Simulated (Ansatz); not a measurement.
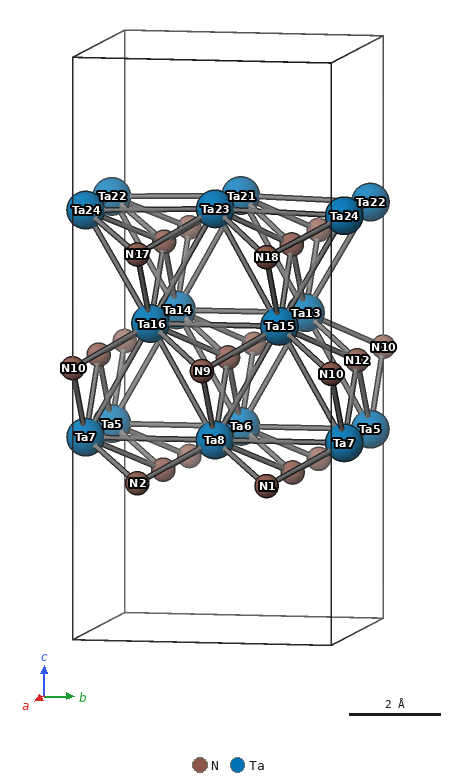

**Figure 1.** The structure as given in the input (ball-and-stick view of the cell of the calculation, with the vacuum cut short, seen slightly off an axis; atoms are numbered from 1 in the order of the input). An atom can appear more than once, as a periodic image. Near neighbours in the periodic cell (some may lie outside the picture): N has 4 Ta at 2.22 Å; Ta has 6 N at 2.22 Å and 6 Ta at 2.88 to 2.96 Å; N has 6 Ta at 2.20 to 2.26 Å; Ta has 6 N at 2.21 to 2.24 Å and 8 Ta at 2.88 to 2.97 Å; Ta has 4 N at 2.20 to 2.26 Å and 6 Ta at 2.82 to 2.97 Å.

## Single-point calculation of TaN (part 1 of 2)

- system: TaN (slab, 24 atoms in the cell)
- method: DFT PBE+D3(BJ), scalar-relativistic, plane waves, PAW, no spin polarisation (Ansatz 0.2.0)

The structure derives from an entry of the Crystallography Open Database. It belongs to a series of runs on one base structure; here: the slab at its places in the relaxed adsorbed structure. Figures and captions count atoms from 1; the log counts them from 0 in places.

Input
```yaml
crystal:
  lattice:
    - [5.7615861975, 0.0, 0.0]
    - [0.0, 5.8570264691, 0.0]
    - [0.0, 0.0, 25.889022665]
  atoms:
    - { symbol: "N", position: [0.0, 0.75, 0.3090112788] }
    - { symbol: "N", position: [0.0, 0.25, 0.3090112788] }
    - { symbol: "N", position: [0.5, 0.75, 0.3090112788] }
    - { symbol: "N", position: [0.5, 0.25, 0.3090112788] }
    - { symbol: Ta, position: [0.25, 0.0, 0.341665619] }
    - { symbol: Ta, position: [0.25, 0.5, 0.341665619] }
    - { symbol: Ta, position: [0.75, 0.0, 0.341665619] }
    - { symbol: Ta, position: [0.75, 0.5, 0.341665619] }
    - { symbol: "N", position: [0.0, 0.5, 0.4069742993] }
    - { symbol: "N", position: [0.0, 0.0, 0.4069742993] }
    - { symbol: "N", position: [0.5, 0.5, 0.4069742993] }
    - { symbol: "N", position: [0.5, 0.0, 0.4069742993] }
    - { symbol: Ta, position: [0.2503571714, 0.7492073031, 0.4408947664] }
    - { symbol: Ta, position: [0.250346945, 0.2507840544, 0.4408601742] }
    - { symbol: Ta, position: [0.7496776354, 0.7492119907, 0.4408920421] }
    - { symbol: Ta, position: [0.7496747792, 0.2507872972, 0.4408580839] }
    - { symbol: "N", position: [7.4712e-06, 0.2500991596, 0.5062509782] }
    - { symbol: "N", position: [8.351e-06, 0.7497596777, 0.5063768776] }
    - { symbol: "N", position: [0.5000646152, 0.2531474461, 0.5055678878] }
    - { symbol: "N", position: [0.500081262, 0.7468930607, 0.5055842599] }
    - { symbol: Ta, position: [0.2553942695, 0.499747215, 0.5408091691] }
    - { symbol: Ta, position: [0.2490754474, 0.0001253845, 0.5374648101] }
    - { symbol: Ta, position: [0.744800315, 0.4997663054, 0.5408106027] }
    - { symbol: Ta, position: [0.751029849, 0.0001405151, 0.5374925158] }
basis:
  ecutwfc: 420
kpoints:
  mp_grid: { grid: [3, 3, 1] }
hamiltonian:
  xc: pbe
  dispersion: d3bj
scf:
  occupations: { method: gaussian, width: 0.1 }
output:
  forces: true
  eigenvalues: true
  write_density: true
  volumetric_format: npy
efield:
  axis: 3
  dipole_correction: true
  ramp_width: 0.04
```

Run on 4 threads of Intel Xeon (Granite Rapids), 32 GiB of memory available, shared host.

Launch command:
```bash
ansatz run input.yaml --threads 4 --pin off --max-ram 10240MiB --backend cpu --events-out ev --progress --plain --runs-dir out
```

Output
```
Engine: ansatz 0.2.0, x86_64-unknown-linux-gnu
Pseudopotentials: kind: paw
Pseudopotential: N, paw, valence charge 5, recommended cutoff 420 eV (normal), N.paw.azcp
Pseudopotential: Ta, paw, valence charge 13, recommended cutoff 420 eV (normal), Ta.paw.azcp
Functional definition: PBE
  parameter kappa = 0.804
  parameter beta = 0.06672455060314922
  exchange = pbe_x(kappa = kappa, mu = beta*pi^2/3)
  correlation = pbe_c(beta = beta)
Crystal: 24 atoms, lattice volume = 873.645 Å³
Basis set: ecut = 420 eV, 17115 PW (Γ), exchange–correlation on 80×80×360 points (8 copies of the dense FFT grid, shifted against one another)
Bands: 132, of which v1, the nominal top of the filled ones, is band 108 counted from 1 (107 counted from 0)
Symmetry: 1 space group operations
Space group: P1 (ITA 1), of the structure as read, at distance tolerance 9.6e-5 Å
k-points: 5 of 9 (time reversal used)
Non-local potential: N, projectors of the file, l = 0: 2, l = 1: 2, l = 2: 1
Non-local potential: Ta, projectors of the file, l = 0: 3, l = 1: 2, l = 2: 2, l = 3: 1
PAW form: soft (Blöchl's): semilocal exchange-correlation on the pseudo side does not see the compensation charge
PAW one-centre angular grid: N, 110 points (default); XC on 64 Gauss nodes
PAW one-centre angular grid: Ta, 590 points (default); XC on 64 Gauss nodes
Initial density: superposition of atomic densities (neutral atoms: chi_scale 0, normalization atom), corrected by the library's trained network
Initial wavefunctions: pseudopotential atomic-orbital guess
Functional: x = pbe(κ = 0.804, μ = 0.2195149727645171), c = pbe(β = 0.06672455060314922)
SCF iter   1: F=—  HF=-123819.044207 eV  |F-HF|=—  |Δ(HF+E_count)|=         —  Δρ=1.32e-2  dr2=3.71e1  ethr=1.77e-3  p=-0.124 e·Å  D=-2.57e-2 V/Å  ΔV_dip=0.66 eV  dr2_dipole=1.24e1  V_vac-E_F(+/−)=5.66/5.00 eV  ⟨swp⟩=10.0  Hψ=3425  notcnv=0  defer=1
efield: sawtooth ramp at fractional position 0.9049 (placed from the atoms, in the widest stretch of the axis that holds none; the zero of the levels goes with the place), width 0.0400; the density the first Hamiltonian is built on has a dipole p = -0.124 e·Å; the dipole correction subtracts the counter field D = -2.57e-2 V/Å, which shifts the + side's vacuum level by +0.66 eV against the − side's; the planar-averaged density in the ramp window peaks in size at 3.9e-6 e/Å³
preconditioner: auto → LDOS  [insulator: Δε(μ)=0.172 eV  Ē_g=8.778 eV  σ=0.100 eV  W_gap=0.60  n_scr=134 (ndim 8)  ℏωp=13.8 eV  f_vac=0.629  D(μ)=11.22/eV (n_scr^D=48)  ε∞_Penn≈3.5  β→1.0]
SCF iter   2: F=—  HF=-123817.815583 eV  |F-HF|=—  |Δ(HF+E_count)|=    1.23e0  Δρ=1.06e-2  dr2=6.12e0  ethr=1.77e-3  p=0.044 e·Å  D=9.13e-3 V/Å  ΔV_dip=-0.24 eV  dr2_dipole=1.71e0  V_vac-E_F(+/−)=5.35/5.59 eV  ⟨swp⟩=3.2  Hψ=1002  notcnv=0  defer=80
SCF iter   3: F=—  HF=-123817.599211 eV  |F-HF|=—  |Δ(HF+E_count)|=   2.16e-1  Δρ=7.97e-3  dr2=1.52e0  ethr=1.77e-3  p=0.181 e·Å  D=3.76e-2 V/Å  ΔV_dip=-0.97 eV  dr2_dipole=1.61e-1  V_vac-E_F(+/−)=5.40/6.37 eV  ⟨swp⟩=3.2  Hψ=1039  notcnv=0  defer=77
SCF iter   4: F=—  HF=-123817.445749 eV  |F-HF|=—  |Δ(HF+E_count)|=   1.53e-1  Δρ=2.62e-3  dr2=3.52e-1  ethr=7.02e-4  p=0.195 e·Å  D=4.04e-2 V/Å  ΔV_dip=-1.05 eV  dr2_dipole=1.09e-1  V_vac-E_F(+/−)=5.31/6.36 eV  ⟨swp⟩=2.8  Hψ=931  notcnv=0  defer=78
SCF iter   5: F=—  HF=-123817.431863 eV  |F-HF|=—  |Δ(HF+E_count)|=   1.39e-2  Δρ=7.73e-4  dr2=8.36e-3  ethr=1.63e-4  p=0.172 e·Å  D=3.56e-2 V/Å  ΔV_dip=-0.92 eV  dr2_dipole=4.24e-4  V_vac-E_F(+/−)=5.36/6.28 eV  ⟨swp⟩=1.4  Hψ=777  notcnv=0  defer=78
SCF iter   6: F=—  HF=-123817.432960 eV  |F-HF|=—  |Δ(HF+E_count)|=   1.10e-3  Δρ=4.29e-4  dr2=1.23e-2  ethr=3.87e-6  p=0.168 e·Å  D=3.47e-2 V/Å  ΔV_dip=-0.90 eV  dr2_dipole=3.35e-3  V_vac-E_F(+/−)=5.38/6.28 eV  ⟨swp⟩=2.8  Hψ=1093  notcnv=0  defer=78
SCF iter   7: F=—  HF=-123817.432741 eV  |F-HF|=—  |Δ(HF+E_count)|=   2.19e-4  Δρ=1.94e-4  dr2=1.71e-3  ethr=3.87e-6  p=0.168 e·Å  D=3.48e-2 V/Å  ΔV_dip=-0.90 eV  dr2_dipole=3.86e-4  V_vac-E_F(+/−)=5.39/6.29 eV  ⟨swp⟩=2.0  Hψ=622  notcnv=0  defer=78
SCF iter   8: F=—  HF=-123817.432771 eV  |F-HF|=—  |Δ(HF+E_count)|=   3.07e-5  Δρ=8.59e-5  dr2=2.13e-4  ethr=7.92e-7  p=0.168 e·Å  D=3.49e-2 V/Å  ΔV_dip=-0.90 eV  dr2_dipole=5.78e-5  V_vac-E_F(+/−)=5.39/6.30 eV  ⟨swp⟩=2.0  Hψ=748  notcnv=0  defer=78
SCF iter   9: F=—  HF=-123817.432795 eV  |F-HF|=—  |Δ(HF+E_count)|=   2.39e-5  Δρ=4.78e-5  dr2=5.31e-5  ethr=9.86e-8  p=0.168 e·Å  D=3.48e-2 V/Å  ΔV_dip=-0.90 eV  dr2_dipole=6.67e-6  V_vac-E_F(+/−)=5.39/6.29 eV  ⟨swp⟩=2.0  Hψ=814  notcnv=0  defer=78
SCF iter  10: F=—  HF=-123817.432437 eV  |F-HF|=—  |Δ(HF+E_count)|=   3.58e-4  Δρ=2.91e-5  dr2=1.12e-5  ethr=2.46e-8  p=0.167 e·Å  D=3.47e-2 V/Å  ΔV_dip=-0.90 eV  dr2_dipole=2.30e-7  V_vac-E_F(+/−)=5.39/6.29 eV  ⟨swp⟩=2.2  Hψ=872  notcnv=0  defer=78
SCF iter  11: F=—  HF=-123817.432437 eV  |F-HF|=—  |Δ(HF+E_count)|=   7.83e-8  Δρ=1.15e-5  dr2=1.28e-6  ethr=5.18e-9  p=0.168 e·Å  D=3.47e-2 V/Å  ΔV_dip=-0.90 eV  dr2_dipole=5.26e-10  V_vac-E_F(+/−)=5.40/6.29 eV  ⟨swp⟩=2.6  Hψ=1046  notcnv=0  defer=78
SCF iter  12: F=—  HF=-123817.432438 eV  |F-HF|=—  |Δ(HF+E_count)|=   6.59e-7  Δρ=5.70e-6  dr2=5.29e-7  ethr=5.95e-10  p=0.168 e·Å  D=3.47e-2 V/Å  ΔV_dip=-0.90 eV  dr2_dipole=6.15e-11  V_vac-E_F(+/−)=5.40/6.29 eV  ⟨swp⟩=2.4  Hψ=918  notcnv=0  defer=78
SCF iter  13: F=-123817.432438 eV  HF=-123817.432438 eV  |F-HF|=2.35e-7  |Δ(HF+E_count)|=   2.28e-7  Δρ=2.53e-6  dr2=6.49e-8  ethr=4.63e-11  p=0.167 e·Å  D=3.47e-2 V/Å  ΔV_dip=-0.90 eV  dr2_dipole=2.71e-11  V_vac-E_F(+/−)=5.40/6.29 eV  ⟨swp⟩=23.4  Hψ=4538  notcnv=0
SCF 1 converged in 13 iterations: F = -123817.432438 eV  dr2 = 6.49e-8
  greatest PAW one-centre occupation: 0.999 electrons in one spin orbital (limit 2), on the Ta atom at site 15 (counted from 0), in its partial waves of l = 0
```

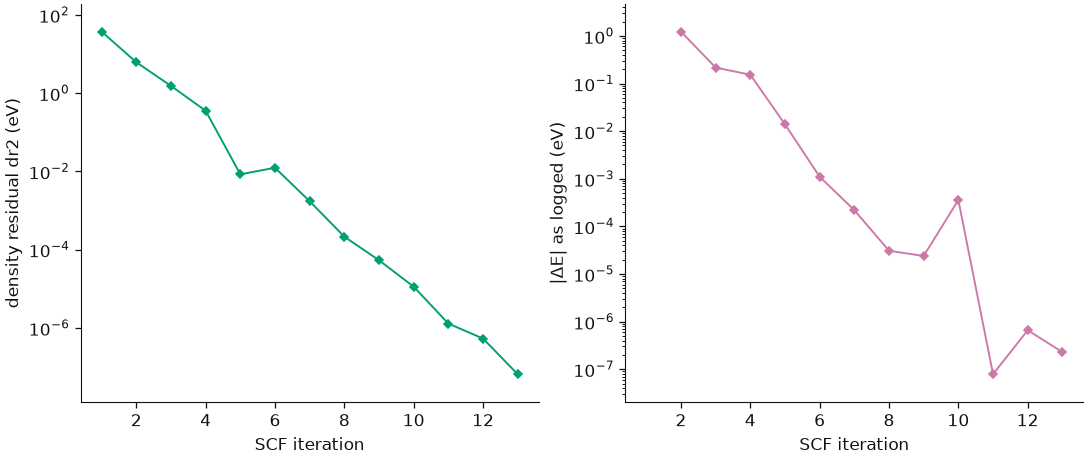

**Figure 2.** Convergence of the self-consistent field: density residual dr2 and size of the energy change against the SCF iteration. The residual falls almost steadily, with no more than small rises.

```
SCF converged after 13 iterations
Free energy (F): -123817.432438 eV
Harris-Foulkes:  -123817.432438 eV  (|F-HF|=2.35e-7)
Internal energy: -123817.369805 eV  (E = F + TS)
E sigma→0 (E₀):  -123817.401121 eV
Entropy (-TS):   -0.062633 eV (-2.610 meV/atom)
Fermi energy:    1.828879 eV
Dipole field:    D = 0.034696 V/Å  (p = 0.167514 e·Å, saw-weighted, corrected)
Work function:   Φ+ = 5.3950 eV   Φ− = 6.2932 eV
Levels:          The Fermi level and band energies are counted from a zero that moves with the ramp; work functions are not
--- Per-component energies (eV) ---
  E_band       = -4466.026319
  E_kinetic    = 5944.741554
  E_local      = -279963.079053  (includes V_loc(G=0)·N_el)
  E_nonlocal   = 715.607808
  E_hartree    = 136891.346612
  E_xc         = -3339.551298
  E_vxc        = -3361.470222  (∫ρ·V_xc dr)
  E_paw        = -102284.052045  (= ΣΔE_a)
  E_vpaw       = -1583.245847  (= ΣTr[D̂ρ^β])
  E_aug_tail   = 0.002454  (compensation charges beyond the density's cutoff)
  E_efield     = 0.002906  (sawtooth field / dipole correction)
  E_vefield    = -1.238731  (∫n·V_field dr)
  E_ewald      = 118225.295350
  E_disp       = -7.684093  (pairwise vdW)
  E_smearing   = -0.062633  (= −TS)
  E_closure    = -0.000000  (closes the sum)
  Σ components = -123817.432438   (vs F -123817.432438, Δ=0.00e0)
--- Forces (eV/Å), atoms counted from 1 ---
  atom   1  N      0.00029756     0.00172160     2.98996410
  atom   2  N      0.00030158    -0.00171688     2.98925404
  atom   3  N     -0.00027674    -0.00573769     2.99238886
  atom   4  N     -0.00028218     0.00571802     2.99158061
  atom   5  Ta    -0.00656041    -0.00104253    -3.29570218
  atom   6  Ta     0.00385538     0.00102022    -3.33239993
  atom   7  Ta     0.00666078    -0.00099694    -3.29516507
  atom   8  Ta    -0.00369180     0.00101488    -3.33247783
  atom   9  N      0.00079767     0.00150164     0.38553854
  atom  10  N      0.00082591    -0.00249918     0.33456014
  atom  11  N      0.00079498     0.00105054     0.30372657
  atom  12  N      0.00076027    -0.00123677     0.30827987
  atom  13  Ta    -0.09602890     0.02571401    -0.10794259
  atom  14  Ta    -0.09180128    -0.02674563    -0.10375161
  atom  15  Ta     0.09616632     0.02556023    -0.10556062
  atom  16  Ta     0.09285834    -0.02695043    -0.10146068
  atom  17  N      0.00241823     0.06200838    -0.01642748
  atom  18  N      0.00248793    -0.05868216    -0.04058074
  atom  19  N     -0.00077453    -0.18310486    -0.00918265
  atom  20  N     -0.00194831     0.17480239     0.00552263
  atom  21  Ta    -0.46274533     0.01322246    -0.22052072
  atom  22  Ta     0.07020541    -0.00815287     0.44378386
  atom  23  Ta     0.45813862     0.01225225    -0.22354342
  atom  24  Ta    -0.07245982    -0.00872194     0.44022176
  max |Σ_I F_I| component: 1.05e-4 eV/Å
--- Band table (eV; the first three rows and the last of 5) ---
```
